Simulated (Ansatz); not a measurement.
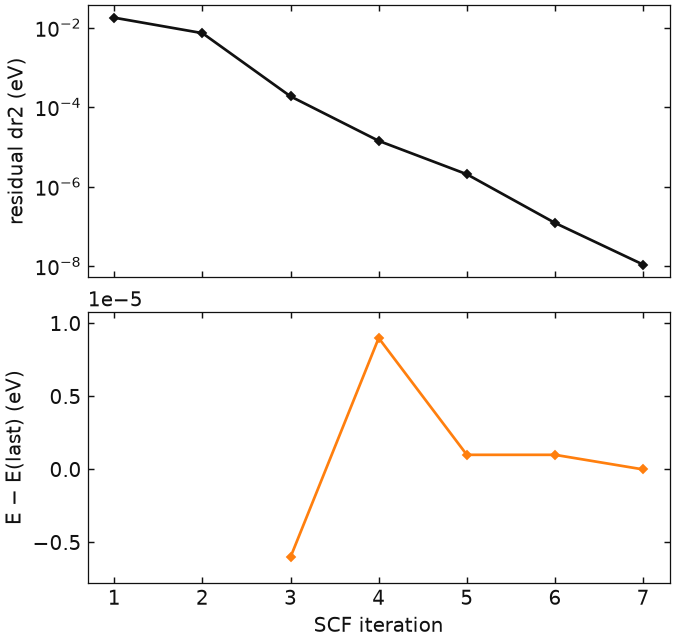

The plot shows the SCF iterations of a calculation: density residual dr2, Harris–Foulkes energy less its last value. The starting density is a sum of atomic densities corrected by a trained network. The first two energies lie far off the scale and aren't drawn.

Si2Mo (3 atoms in the cell), run with Ansatz.

```
crystal:
  lattice:
    - [-1.6008747217, 1.6008747217, 3.9093339415]
    - [1.6008747217, -1.6008747217, 3.9093339415]
    - [1.6008747217, 1.6008747217, -3.9093339415]
  atoms:
    - { symbol: Si, position: [0.3352877731, 0.3352877731, 0.0] }
    - { symbol: Si, position: [0.6647122269, 0.6647122269, 0.0] }
    - { symbol: Mo, position: [0.0, 0.0, 0.0] }
basis:
  ecutwfc: 500
kpoints:
  mp_grid: { grid: [18, 17, 19] }
hamiltonian:
  xc: r2scan
scf:
  occupations: { method: gaussian, width: 0.1 }
  max_iter: 50
output:
  forces: true
  eigenvalues: true
  stress: true
```

Launched with:
```bash
ansatz run input.yaml --threads 1 --pin off --max-ram 2560MiB --backend cpu --events-out ev --progress --plain --runs-dir out
```

How did this run end?

It converged, after 7 iterations. The residual falls at every step. From the first spectrum the program read the system as a metal and chose the Kerker preconditioner.

Read the residual at the first and at the last step drawn.

It starts near 0.02 and ends near 10⁻⁸ eV.

Is anything amiss with this input?

The input holds an odd setting (a mesh that breaks the symmetry), but it does no harm here: the energy lies within 1 meV per atom of a run with usual settings.
